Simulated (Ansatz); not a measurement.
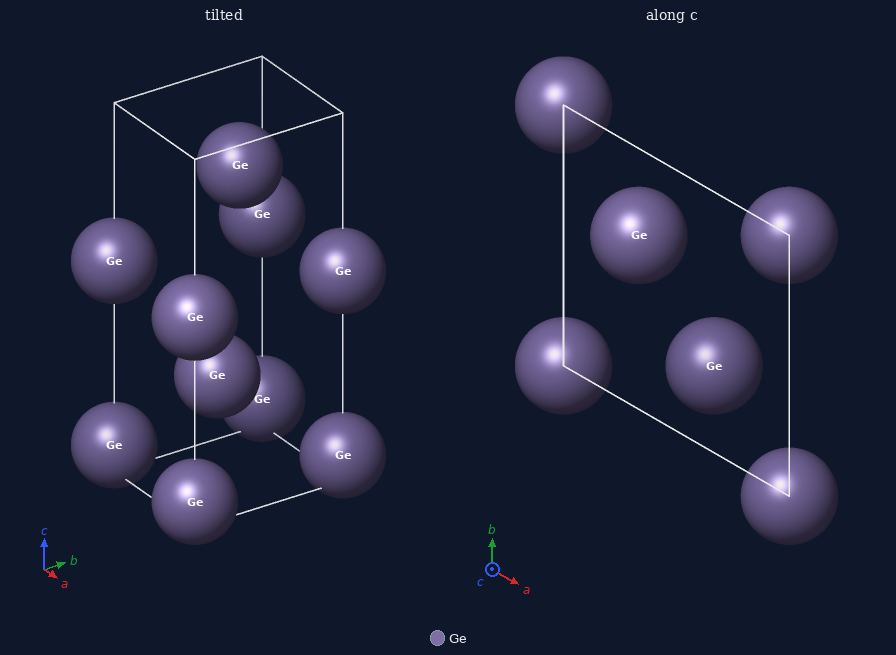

This spheres-only model is shown slightly off an axis and along the c axis. One conventional unit cell is framed, with atoms on its boundary repeated. Cell: a = 3.797 Å, b = 3.797 Å, c = 6.249 Å, α = 90.00°, β = 90.00°, γ = 120.00°.

- The element is germanium.
- Space group: P3m1 (No. 156). Lattice: primitive hexagonal.
- The cell holds four atoms.
- Each Ge atom is coordinated by six Ge at about 2.6 to 2.8 Å.

Provenance: a structure listed in the Materials Project. The cell was then strained or its atoms displaced on purpose. It went into a calculation with Ansatz.
